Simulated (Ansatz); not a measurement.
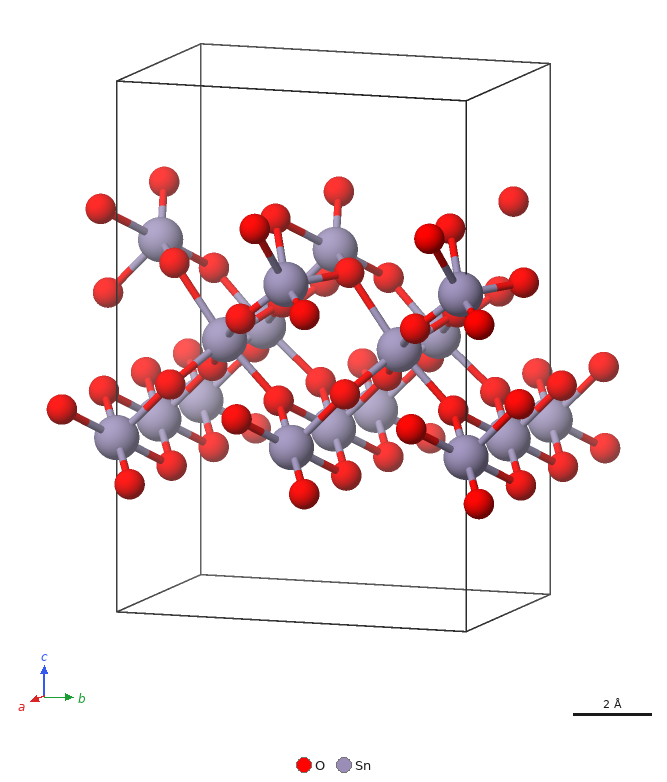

Fig. 1: The starting structure (ball-and-stick view of the 1 × 2 repeat of the cell, with the vacuum cut short, seen slightly off an axis; bonded neighbours outside the cell are drawn too). An atom can appear more than once, as a periodic image.

## Geometry relaxation of SnO₂ (part 1 of 3)

- system: SnO₂ (slab, 18 atoms in the cell)
- method: DFT PBEsol, scalar-relativistic, plane waves, PAW, no spin polarisation (Ansatz 0.2.0)

The structure derives from an entry of the Crystallography Open Database. The input holds or restrains some coordinates. Forces given for the steps count only the free coordinates. It belongs to a series of runs on one base structure; here: upper atoms moved at random (sigma 0.25 Å), then relaxed.

**The input**
```yaml
crystal:
  lattice:
    - [6.4241368321, 0.0, 0.0]
    - [0.0, 4.7689689447, 0.0]
    - [0.0, 0.0, 21.616691613]
  atoms:
    - { symbol: O, position: [0.25, 0.1937234956, 0.34695411] }
    - { symbol: O, position: [0.75, 0.1937234956, 0.34695411] }
    - { symbol: Sn, position: [0.0, 0.0, 0.3896924416] }
    - { symbol: Sn, position: [0.5, 0.0, 0.3896924416] }
    - { symbol: O, position: [0.25, 0.8062765044, 0.4324307732] }
    - { symbol: O, position: [0.75, 0.8062765044, 0.4324307732] }
    - { symbol: O, position: [0.0, 0.3062765044, 0.4572616684] }
    - { symbol: O, position: [0.5, 0.3062765044, 0.4572616684] }
    - { symbol: Sn, position: [0.2550025516, 0.4817362102, 0.4959739164] }
    - { symbol: Sn, position: [0.7542828784, 0.4992224004, 0.5024391653] }
    - { symbol: O, position: [0.0009334391, 0.7087687474, 0.5412204034] }
    - { symbol: O, position: [0.5042002938, 0.7112759467, 0.5387003644] }
    - { symbol: O, position: [0.2067961641, 0.1743920455, 0.5606229013] }
    - { symbol: O, position: [0.7488941264, 0.2093621805, 0.5913262892] }
    - { symbol: Sn, position: [-0.0127693956, -0.0374606142, 0.5851053483] }
    - { symbol: Sn, position: [0.5037009856, 0.0120996032, 0.6060133827] }
    - { symbol: O, position: [0.2402986091, 0.9057158769, 0.6625500655] }
    - { symbol: O, position: [0.7703717036, 0.7976133063, 0.652420927] }
basis:
  ecutwfc: 420
kpoints:
  mp_grid: { grid: [4, 6, 1] }
hamiltonian:
  xc: pbesol
scf:
  occupations: { method: gaussian, width: 0.05 }
output:
  forces: true
  eigenvalues: true
  write_density: true
  write_potential: true
  elf: true
  volumetric_format: npy
relax:
  adjacent_minimum: "off"
  f_tol: 0.02
  max_steps: 90
  constraints: [{ sites: [0, 1, 2, 3, 4, 5, 6, 7] }]
efield:
  axis: 3
  dipole_correction: true
  ramp_width: 0.04
```

Machine: 4 threads of AMD EPYC (Zen 3), 32 GiB of memory available, shared host.

Launch command:
```bash
ansatz run input.yaml --threads 4 --pin off --max-ram 10240MiB --backend cpu --events-out ev --progress --plain --runs-dir out
```

**What the program printed**
```
Engine: ansatz 0.2.0, x86_64-unknown-linux-gnu
Pseudopotentials: kind: paw
Pseudopotential: O, paw, valence charge 6, recommended cutoff 420 eV (normal), O.paw.azcp
Pseudopotential: Sn, paw, valence charge 14, recommended cutoff 420 eV (normal), Sn.paw.azcp
Functional definition: PBEsol
  exchange = pbesol_x
  correlation = pbesol_c
Crystal: 18 atoms, lattice volume = 662.260 Å³
Basis set: ecut = 420 eV, 12895 PW (Γ), exchange–correlation on 90×64×300 points (8 copies of the dense FFT grid, shifted against one another)
Bands: 96, of which v1, the nominal top of the filled ones, is band 78 counted from 1 (77 counted from 0)
Symmetry: 1 space group operations
Space group: P1 (ITA 1), of the structure as read, at distance tolerance 8.7e-5 Å
k-points: 14 of 24 (time reversal used)
Non-local potential: O, projectors of the file, l = 0: 2, l = 1: 2, l = 2: 1
Non-local potential: Sn, projectors of the file, l = 0: 2, l = 1: 2, l = 2: 2, l = 3: 2
PAW form: soft (Blöchl's): semilocal exchange-correlation on the pseudo side does not see the compensation charge
PAW frozen core: O, regenerated for the run's functional, and the local potential with it (the file was generated under x = pbe(κ = 0.804, μ = 0.2195149727645171), c = pbe(β = 0.06672455060314922))
PAW frozen core: Sn, regenerated for the run's functional, and the local potential with it (the file was generated under x = pbe(κ = 0.804, μ = 0.2195149727645171), c = pbe(β = 0.06672455060314922))
PAW one-centre angular grid: O, 110 points (default); XC on 64 Gauss nodes
PAW one-centre angular grid: Sn, 590 points (default); XC on 64 Gauss nodes
Initial density: superposition of atomic densities (neutral atoms: chi_scale 0, normalization atom), corrected by the library's trained network
Initial wavefunctions: pseudopotential atomic-orbital guess
Functional: x = pbesol(κ = 0.804, μ = 0.12345679012345678), c = pbesol(β = 0.046)
SCF iter   1: F=—  HF=-42415.029927 eV  |F-HF|=—  |Δ(HF+E_count)|=         —  Δρ=1.01e-2  dr2=1.01e0  ethr=1.77e-3  p=-0.294 e·Å  D=-8.04e-2 V/Å  ΔV_dip=1.74 eV  dr2_dipole=2.20e-1  V_vac-E_F(+/−)=7.91/6.17 eV  ⟨swp⟩=7.9  Hψ=6664  notcnv=0  defer=49
efield: sawtooth ramp at fractional position 0.9848 (placed from the atoms, in the widest stretch of the axis that holds none; the zero of the levels goes with the place), width 0.0400; the density the first Hamiltonian is built on has a dipole p = -0.294 e·Å; the dipole correction subtracts the counter field D = -8.04e-2 V/Å, which shifts the + side's vacuum level by +1.74 eV against the − side's; the planar-averaged density in the ramp window peaks in size at 7.8e-6 e/Å³
preconditioner: auto → LDOS  [insulator: Δε(μ)=0.117 eV  Ē_g=18.024 eV  σ=0.050 eV  W_gap=0.89  n_scr=112 (ndim 8)  ℏωp=18.0 eV  f_vac=0.619  D(μ)=0.87/eV (n_scr^D=2)  ε∞_Penn≈2.0  β→1.0]
SCF iter   2: F=—  HF=-42415.196803 eV  |F-HF|=—  |Δ(HF+E_count)|=   1.67e-1  Δρ=1.66e-2  dr2=2.28e0  ethr=6.45e-4  p=-0.454 e·Å  D=-1.24e-1 V/Å  ΔV_dip=2.68 eV  dr2_dipole=3.81e-1  V_vac-E_F(+/−)=8.24/5.56 eV  ⟨swp⟩=3.1  Hψ=2466  notcnv=0  defer=182
SCF iter   3: F=—  HF=-42414.870616 eV  |F-HF|=—  |Δ(HF+E_count)|=   3.26e-1  Δρ=4.68e-3  dr2=1.34e-1  ethr=6.45e-4  p=-0.407 e·Å  D=-1.11e-1 V/Å  ΔV_dip=2.40 eV  dr2_dipole=7.99e-3  V_vac-E_F(+/−)=8.17/5.77 eV  ⟨swp⟩=2.0  Hψ=2045  notcnv=0  defer=182
SCF iter   4: F=—  HF=-42414.845998 eV  |F-HF|=—  |Δ(HF+E_count)|=   2.46e-2  Δρ=1.03e-3  dr2=1.59e-2  ethr=8.56e-5  p=-0.403 e·Å  D=-1.10e-1 V/Å  ΔV_dip=2.38 eV  dr2_dipole=5.10e-3  V_vac-E_F(+/−)=8.17/5.79 eV  ⟨swp⟩=2.1  Hψ=1891  notcnv=0  defer=182
SCF iter   5: F=—  HF=-42414.844523 eV  |F-HF|=—  |Δ(HF+E_count)|=   1.47e-3  Δρ=4.98e-4  dr2=1.68e-3  ethr=1.02e-5  p=-0.414 e·Å  D=-1.13e-1 V/Å  ΔV_dip=2.45 eV  dr2_dipole=1.17e-4  V_vac-E_F(+/−)=8.20/5.75 eV  ⟨swp⟩=2.5  Hψ=2013  notcnv=0  defer=182
SCF iter   6: F=—  HF=-42414.844287 eV  |F-HF|=—  |Δ(HF+E_count)|=   2.36e-4  Δρ=3.25e-4  dr2=9.63e-4  ethr=1.08e-6  p=-0.415 e·Å  D=-1.13e-1 V/Å  ΔV_dip=2.45 eV  dr2_dipole=1.48e-4  V_vac-E_F(+/−)=8.20/5.75 eV  ⟨swp⟩=2.0  Hψ=1665  notcnv=0  defer=182
SCF iter   7: F=—  HF=-42414.844263 eV  |F-HF|=—  |Δ(HF+E_count)|=   2.36e-5  Δρ=1.58e-4  dr2=1.78e-4  ethr=6.17e-7  p=-0.415 e·Å  D=-1.13e-1 V/Å  ΔV_dip=2.45 eV  dr2_dipole=1.01e-6  V_vac-E_F(+/−)=8.21/5.76 eV  ⟨swp⟩=1.1  Hψ=1191  notcnv=0  defer=182
SCF iter   8: F=—  HF=-42414.844287 eV  |F-HF|=—  |Δ(HF+E_count)|=   2.37e-5  Δρ=1.01e-4  dr2=7.92e-5  ethr=1.14e-7  p=-0.415 e·Å  D=-1.13e-1 V/Å  ΔV_dip=2.45 eV  dr2_dipole=3.89e-7  V_vac-E_F(+/−)=8.21/5.76 eV  ⟨swp⟩=2.2  Hψ=1606  notcnv=0  defer=182
SCF iter   9: F=—  HF=-42414.844333 eV  |F-HF|=—  |Δ(HF+E_count)|=   4.59e-5  Δρ=6.24e-5  dr2=3.27e-5  ethr=5.08e-8  p=-0.415 e·Å  D=-1.14e-1 V/Å  ΔV_dip=2.45 eV  dr2_dipole=9.92e-7  V_vac-E_F(+/−)=8.21/5.76 eV  ⟨swp⟩=1.2  Hψ=1319  notcnv=0  defer=182
SCF iter  10: F=—  HF=-42414.844351 eV  |F-HF|=—  |Δ(HF+E_count)|=   1.79e-5  Δρ=3.72e-5  dr2=1.15e-5  ethr=2.10e-8  p=-0.416 e·Å  D=-1.14e-1 V/Å  ΔV_dip=2.46 eV  dr2_dipole=5.92e-8  V_vac-E_F(+/−)=8.21/5.76 eV  ⟨swp⟩=2.0  Hψ=1462  notcnv=0  defer=182
SCF iter  11: F=-42414.844360 eV  HF=-42414.844358 eV  |F-HF|=2.42e-6  |Δ(HF+E_count)|=   7.35e-6  Δρ=1.84e-5  dr2=2.78e-6  ethr=6.41e-9  p=-0.416 e·Å  D=-1.14e-1 V/Å  ΔV_dip=2.46 eV  dr2_dipole=2.65e-8  V_vac-E_F(+/−)=8.21/5.76 eV  ⟨swp⟩=30.6  Hψ=16017  notcnv=0
SCF 1 converged in 11 iterations: F = -42414.844360 eV  dr2 = 2.78e-6
  greatest PAW one-centre occupation: 0.997 electrons in one spin orbital (limit 2), on the Sn atom at site 14 (counted from 0), in its partial waves of l = 2
relax step   1: F+E_penalty+E_count = -42414.84436032 eV  Δ(F+E_penalty+E_count) = +0.000e0 eV  max|allowed force component| = 2.334e1 eV/Å  Δτ_max = 0.0000 Å  (11 SCF iters, dr2 threshold 1.00e-5 eV, accepted)
Initial density: handed on by an earlier stage of this run
Initial wavefunctions: those handed on with the density
iter 1 solved again at ethr=5.53e-4 eV; its pass at ethr=3.10e-3 eV (dr2=8.62e-1 eV) is discarded
SCF iter   1: F=—  HF=-42421.763290 eV  |F-HF|=—  |Δ(HF+E_count)|=         —  Δρ=1.28e-2  dr2=8.65e-1  ethr=5.53e-4  p=-0.416 e·Å  D=-1.14e-1 V/Å  ΔV_dip=2.46 eV  dr2_dipole=6.87e-3  V_vac-E_F(+/−)=8.61/6.15 eV  ⟨swp⟩=1.5  Hψ=5675  notcnv=0  defer=166
efield: sawtooth ramp at fractional position 0.9848 (handed on by an earlier solve), width 0.0400; the density the first Hamiltonian is built on has a dipole p = -0.416 e·Å; the dipole correction subtracts the counter field D = -1.14e-1 V/Å, which shifts the + side's vacuum level by +2.46 eV against the − side's; the planar-averaged density in the ramp window peaks in size at 3.4e-6 e/Å³
preconditioner: auto → Resta (q_TF=auto, 2.144 Å⁻¹)  ε∞=2.0  [insulator: Δε(μ)=0.276 eV  Ē_g=18.095 eV  σ=0.050 eV  W_gap=1.00  n_scr=112 (ndim 8)  ℏωp=18.0 eV  f_vac=0.616  D(μ)=0.00/eV (n_scr^D=0)  ε∞_Penn≈2.0  vacuum switching on, ρ_ref=2.4e-2 e/Å³]
SCF iter   2: F=—  HF=-42421.496482 eV  |F-HF|=—  |Δ(HF+E_count)|=   2.67e-1  Δρ=5.43e-3  dr2=1.47e-1  ethr=5.53e-4  p=-0.344 e·Å  D=-9.41e-2 V/Å  ΔV_dip=2.03 eV  dr2_dipole=2.71e-3  V_vac-E_F(+/−)=8.10/6.06 eV  ⟨swp⟩=2.9  Hψ=2338  notcnv=0  defer=166
SCF iter   3: F=—  HF=-42421.475995 eV  |F-HF|=—  |Δ(HF+E_count)|=   2.05e-2  Δρ=4.18e-3  dr2=9.80e-2  ethr=9.41e-5  p=-0.296 e·Å  D=-8.10e-2 V/Å  ΔV_dip=1.75 eV  dr2_dipole=3.23e-3  V_vac-E_F(+/−)=7.89/6.14 eV  ⟨swp⟩=2.4  Hψ=2135  notcnv=0  defer=185
SCF iter   4: F=—  HF=-42421.461917 eV  |F-HF|=—  |Δ(HF+E_count)|=   1.41e-2  Δρ=1.72e-3  dr2=2.02e-2  ethr=6.28e-5  p=-0.321 e·Å  D=-8.78e-2 V/Å  ΔV_dip=1.90 eV  dr2_dipole=1.90e-3  V_vac-E_F(+/−)=7.92/6.02 eV  ⟨swp⟩=2.6  Hψ=1797  notcnv=0  defer=184
SCF iter   5: F=—  HF=-42421.459449 eV  |F-HF|=—  |Δ(HF+E_count)|=   2.47e-3  Δρ=6.54e-4  dr2=2.59e-3  ethr=1.30e-5  p=-0.302 e·Å  D=-8.26e-2 V/Å  ΔV_dip=1.78 eV  dr2_dipole=5.15e-5  V_vac-E_F(+/−)=7.86/6.07 eV  ⟨swp⟩=2.3  Hψ=2077  notcnv=0  defer=184
SCF iter   6: F=—  HF=-42421.459368 eV  |F-HF|=—  |Δ(HF+E_count)|=   8.16e-5  Δρ=2.82e-4  dr2=5.20e-4  ethr=1.66e-6  p=-0.302 e·Å  D=-8.25e-2 V/Å  ΔV_dip=1.78 eV  dr2_dipole=3.10e-5  V_vac-E_F(+/−)=7.86/6.07 eV  ⟨swp⟩=3.0  Hψ=1811  notcnv=0  defer=184
SCF iter   7: F=—  HF=-42421.459354 eV  |F-HF|=—  |Δ(HF+E_count)|=   1.39e-5  Δρ=1.23e-4  dr2=8.47e-5  ethr=6.41e-8  p=-0.304 e·Å  D=-8.31e-2 V/Å  ΔV_dip=1.80 eV  dr2_dipole=2.31e-6  V_vac-E_F(+/−)=7.86/6.06 eV  ⟨swp⟩=28.3  Hψ=17755  notcnv=0
SCF iter   8: F=-42421.459360 eV  HF=-42421.459369 eV  |F-HF|=8.19e-6  |Δ(HF+E_count)|=   1.49e-5  Δρ=5.99e-5  dr2=2.35e-5  ethr=5.43e-8  p=-0.304 e·Å  D=-8.31e-2 V/Å  ΔV_dip=1.80 eV  dr2_dipole=1.67e-7  V_vac-E_F(+/−)=7.86/6.06 eV  ⟨swp⟩=19.2  Hψ=15594  notcnv=0
SCF 2 converged in 8 iterations: F = -42421.459360 eV  dr2 = 2.35e-5
[... from here on the iterations of each SCF are left out, up to the last one ...]
relax step   2: F+E_penalty+E_count = -42421.45936043 eV  Δ(F+E_penalty+E_count) = -6.615e0 eV  max|allowed force component| = 8.719e0 eV/Å  Δτ_max = 0.1946 Å  (8 SCF iters, dr2 threshold 1.00e-4 eV, accepted)
efield: sawtooth ramp at fractional position 0.9848 (handed on by an earlier solve), width 0.0400; the density the first Hamiltonian is built on has a dipole p = -0.304 e·Å; the dipole correction subtracts the counter field D = -8.31e-2 V/Å, which shifts the + side's vacuum level by +1.80 eV against the − side's; the planar-averaged density in the ramp window peaks in size at 3.6e-6 e/Å³
preconditioner: auto → Resta (q_TF=auto, 2.144 Å⁻¹)  ε∞=2.0  [insulator: Δε(μ)=0.724 eV  Ē_g=18.076 eV  σ=0.050 eV  W_gap=1.00  n_scr=112 (ndim 8)  ℏωp=18.0 eV  f_vac=0.616  D(μ)=0.00/eV (n_scr^D=0)  ε∞_Penn≈2.0  vacuum switching on, ρ_ref=2.4e-2 e/Å³]
SCF 3 converged in 7 iterations: F = -42423.201940 eV  dr2 = 5.78e-5
relax step   3: F+E_penalty+E_count = -42423.20193990 eV  Δ(F+E_penalty+E_count) = -1.743e0 eV  max|allowed force component| = 2.113e0 eV/Å  Δτ_max = 0.1946 Å  (7 SCF iters, dr2 threshold 1.00e-4 eV, accepted)
efield: sawtooth ramp at fractional position 0.9848 (handed on by an earlier solve), width 0.0400; the density the first Hamiltonian is built on has a dipole p = -0.023 e·Å; the dipole correction subtracts the counter field D = -6.29e-3 V/Å, which shifts the + side's vacuum level by +0.14 eV against the − side's; the planar-averaged density in the ramp window peaks in size at 4.4e-6 e/Å³
preconditioner: auto → Resta (q_TF=auto, 2.144 Å⁻¹)  ε∞=2.0  [insulator: Δε(μ)=1.370 eV  Ē_g=17.986 eV  σ=0.050 eV  W_gap=1.00  n_scr=112 (ndim 8)  ℏωp=18.0 eV  f_vac=0.614  D(μ)=0.00/eV (n_scr^D=0)  ε∞_Penn≈2.0  vacuum switching on, ρ_ref=2.3e-2 e/Å³]
SCF 4 converged in 7 iterations: F = -42423.656408 eV  dr2 = 3.54e-5
relax step   4: F+E_penalty+E_count = -42423.65640755 eV  Δ(F+E_penalty+E_count) = -4.545e-1 eV  max|allowed force component| = 5.773e-1 eV/Å  Δτ_max = 0.1962 Å  (7 SCF iters, dr2 threshold 1.00e-4 eV, accepted)
efield: sawtooth ramp at fractional position 0.9848 (handed on by an earlier solve), width 0.0400; the density the first Hamiltonian is built on has a dipole p = -0.034 e·Å; the dipole correction subtracts the counter field D = -9.24e-3 V/Å, which shifts the + side's vacuum level by +0.20 eV against the − side's; the planar-averaged density in the ramp window peaks in size at 3.1e-6 e/Å³
preconditioner: auto → Resta (q_TF=auto, 2.144 Å⁻¹)  ε∞=2.0  [insulator: Δε(μ)=1.385 eV  Ē_g=17.997 eV  σ=0.050 eV  W_gap=1.00  n_scr=112 (ndim 8)  ℏωp=18.0 eV  f_vac=0.614  D(μ)=0.00/eV (n_scr^D=0)  ε∞_Penn≈2.0  vacuum switching on, ρ_ref=2.3e-2 e/Å³]
SCF 5 converged in 7 iterations: F = -42423.760711 eV  dr2 = 1.22e-5
relax step   5: F+E_penalty+E_count = -42423.76071127 eV  Δ(F+E_penalty+E_count) = -1.043e-1 eV  max|allowed force component| = 3.385e-1 eV/Å  Δτ_max = 0.2000 Å  (7 SCF iters, dr2 threshold 2.08e-5 eV, accepted)
efield: sawtooth ramp at fractional position 0.9848 (handed on by an earlier solve), width 0.0400; the density the first Hamiltonian is built on has a dipole p = -0.076 e·Å; the dipole correction subtracts the counter field D = -2.06e-2 V/Å, which shifts the + side's vacuum level by +0.45 eV against the − side's; the planar-averaged density in the ramp window peaks in size at 3.6e-6 e/Å³
preconditioner: auto → Resta (q_TF=auto, 2.144 Å⁻¹)  ε∞=2.0  [insulator: Δε(μ)=1.402 eV  Ē_g=17.995 eV  σ=0.050 eV  W_gap=1.00  n_scr=112 (ndim 8)  ℏωp=18.0 eV  f_vac=0.614  D(μ)=0.00/eV (n_scr^D=0)  ε∞_Penn≈2.0  vacuum switching on, ρ_ref=2.3e-2 e/Å³]
SCF 6 converged in 7 iterations: F = -42423.762508 eV  dr2 = 2.15e-6
  Residual-converged pass: ⟨swp⟩=1.1  Hψ=1401  notcnv=0  max |occ|·‖R‖ = 7.0e-9 eV (tolerance 1.0e-8 eV)  dr2=2.15e-6  dr2_onsite=9.23e-8  max |Δocc| = 3.6e-92
```
